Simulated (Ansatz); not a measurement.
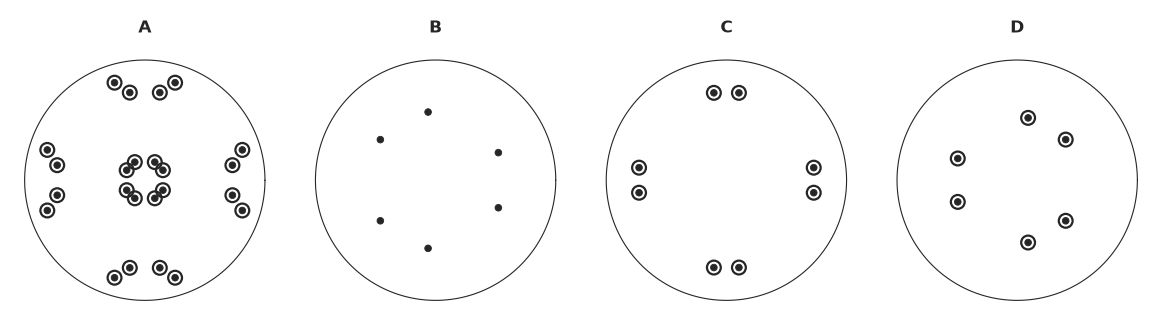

Stereographic projection: filled dots lie in the upper hemisphere, open rings in the lower. Each shows the poles of one general form. The c axis points at the viewer. Computed from the symmetry of the structures below (computed or model cells, partly hypothetical).

Question: Match each stereogram to its crystal.
1. ZrO2, Fm-3m (No. 225)
2. ZrO2, P4_2/nmc, No. 137, origin choice 1
3. WSe2, No. 187, P-6m2
4. BN, R3m, No. 160, hexagonal axes

Answer: A is 1 (point group m-3m); B is 4 (point group 3m); C is 2 (point group 4/mmm); D is 3 (point group -6m2).
